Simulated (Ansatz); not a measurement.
System: zincblende SiC, space group F-43m (No. 216), 2 atoms in the primitive cell, in a cell relaxed beforehand; cubic a = 4.357 Å. Here all lengths are changed by ±0.5 %, and the atoms are carried along without relaxing. Computed with Ansatz 0.2.0: PBEsol, Ansatz PAW set, no spin polarisation, no spin-orbit coupling, 10×10×10 k mesh, 420 eV cutoff, fixed occupations.

Unstrained, the conduction levels that are followed lie 1.24 eV (X), 5.37 eV (L) and 6.18 eV (Γ) above the valence top at Γ.

**How will the band edges respond?**

For each 1 % of strain: +27 meV at X, −270 meV at L and −347 meV at Γ. Over dlnV = 3 % that gives deformation potentials of +0.9 eV at X, −9.0 eV at L and −11.6 eV at Γ, against the valence top.

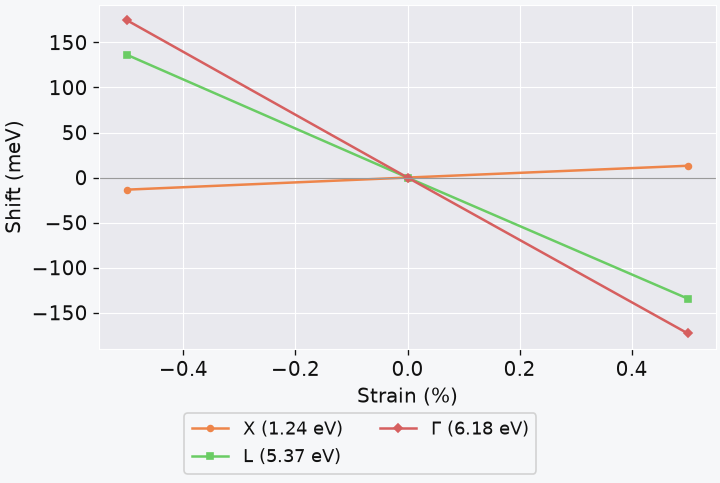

Shifts of the lowest conduction level at the points named, against the centre of the valence top at Γ (unstrained energies in the legend).

The PAW data sets were made with another functional. LDA, GGA and most meta-GGA functionals understate gaps.
